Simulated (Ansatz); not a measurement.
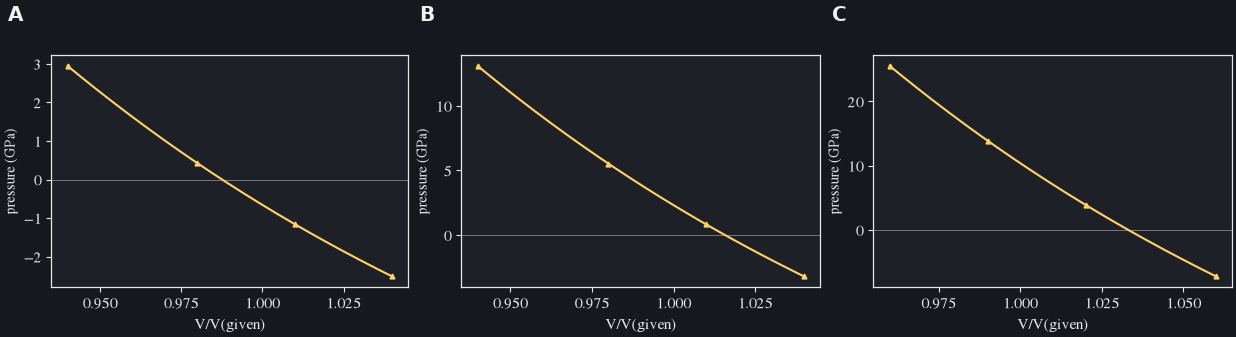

Each panel shows the pressure against V/V(given) for one of these solids: Mg₂Si, Fm-3m (No. 225), 21.7 Å³/atom; TaN, P6/mmm (No. 191), 11.3 Å³/atom; TiSi₂, Fddd (No. 70), 14.0 Å³/atom.

Method: periodic Kohn-Sham DFT of a crystal at fixed atoms, scaled to the stated factor times the given cell; pressure positive in compression, energy less spherical unpolarised free atoms (Ansatz 0.2.0). Level: PBE.

**Which panel belongs to which solid?**

A is Mg₂Si (pressure from −2.514 GPa to 2.947 GPa); B is TiSi₂ (pressure from −3.2 GPa to 13.1 GPa); C is TaN (pressure from −7.2 GPa to 25.5 GPa).

For Mg₂Si, limits of the calculation: small gap, it may come from the mesh.

For TaN, limits of the calculation: field gradient without spin-orbit coupling on heavy atoms; no gap: field gradients move with the k mesh; no spin-orbit coupling on heavy atoms; shape and atomic fractions are frozen while scaling, which makes layered, chain and framework solids too stiff.

For TiSi₂, limits of the calculation: no gap: field gradients move with the k mesh; shape and atomic fractions are frozen while scaling, which makes layered, chain and framework solids too stiff.
